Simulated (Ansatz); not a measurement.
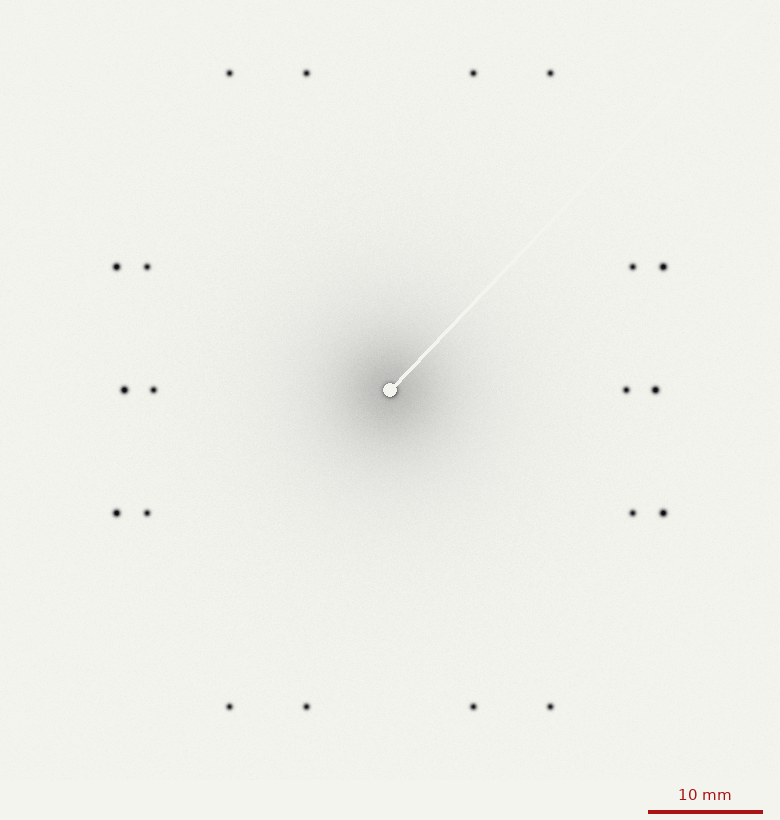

Simulated X-ray rotation photograph: Co Kα radiation (λ = 1.7902 Å), cylindrical film of radius 30.0 mm unrolled, rotation axis vertical and normal to the beam, kinematic intensities without Lorentz or polarisation factors, the film spanning ±63° about the beam; spots down to d = 2.14 Å.

Measure the layer lines and find the identity period along the axis.

Answer. The first layer line lies 10.9 mm from the equator, so tan ν = 0.363, sin ν = 0.341 and the period is λ/sin ν = 5.25 Å. Further lines follow at 28.0 mm.

The crystal is Al, space group Pm-3n (No. 223), a = 5.246 Å. Structure: the input geometry of an electronic-structure calculation (not necessarily at equilibrium); the starting structure was generated, so it need not be a known form of this composition.

About which axis was it rotated?

Answer. About [001] (or an equivalent direction), whose length in the conventional cell is 5.246 Å.
